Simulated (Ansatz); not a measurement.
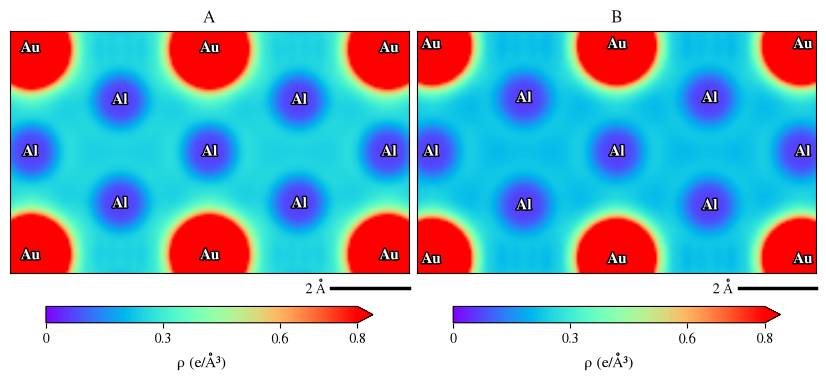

Al$_{3}$Au. The valence pseudo-density of two cells that differ in size, on the (110) plane of each (indices in the axes of the calculation cell), at one length scale and on one colour scale: B has 15.0 Å³ an atom and A 13.4.

Space group I4/mmm; a structure from a database of computed crystals, not necessarily the ambient phase.

Level of theory: Ansatz 0.2.0, Kohn-Sham DFT of a periodic cell, PBEsol, Ansatz PAW.

The density is the valence pseudo-density of a PAW calculation; it isn't the true density close to the nuclei.

The larger cell:

```
Au Al
1.0
    -1.95695    1.95695    3.90571
     1.95695   -1.95695    3.90571
     1.95695    1.95695   -3.90571
Au Al
1 3
Direct
  0.00000 0.00000 0.00000
  0.50000 0.50000 0.00000
  0.25000 0.75000 0.50000
  0.75000 0.25000 0.50000
```

The smaller cell: a = 4.619 Å, b = 4.619 Å, c = 4.619 Å, α = 131.77°, β = 131.77°, γ = 70.59°.

What changes from the larger cell to the smaller?

From the larger cell to the smaller, Al–Au goes from 2.76 to 2.67 Å, and the density at its midpoint from 0.3 to 0.36 e/Å³; Al–Al goes from 2.76 to 2.67 Å, and the density at its midpoint from 0.22 to 0.26 e/Å³; the pressure goes from 10 to 30 GPa.
